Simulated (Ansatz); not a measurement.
System: InAs.

```yaml
crystal:
  lattice:
    - [4.28365, 0.00000, 0.00000]
    - [0.00000, 4.28365, 0.00000]
    - [0.00000, 0.00000, 6.12000]
  atoms:
    - { symbol: In, position: [0.00000, 0.00000, 0.00000] }
    - { symbol: As, position: [0.50000, 0.00000, 0.25000] }
    - { symbol: In, position: [0.50000, 0.50000, 0.50000] }
    - { symbol: As, position: [0.00000, 0.50000, 0.75000] }
```

Space group I-4m2; a generated structure, not necessarily the stable one.

The calculation used DFT PBE, scalar-relativistic, plane waves, PAW (Ansatz 0.2.0).

Predict the valence pseudo-density and electron localisation function between the atoms.

Answer. In–As (2.63 Å): ρ at the midpoint is about 0.41 e/Å³; the ELF peaks at about 0.75 between the atoms.

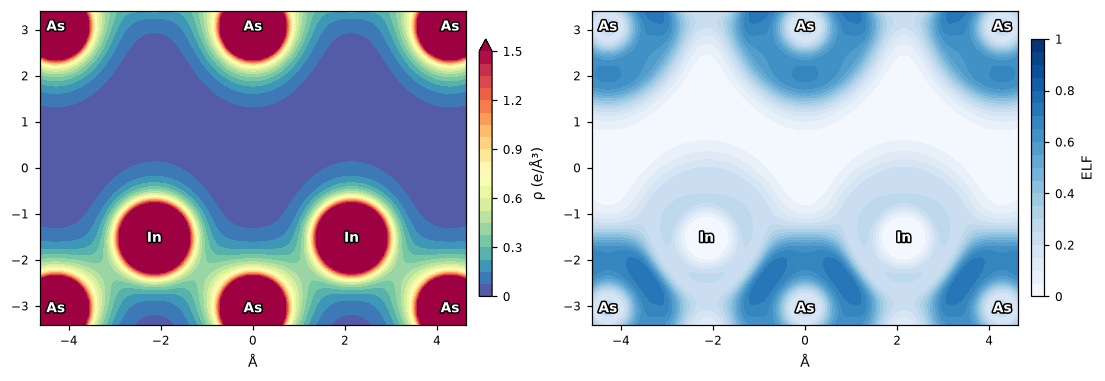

Computed valence pseudo-density and electron localisation function on the (100) plane of the conventional cell, in this order. 
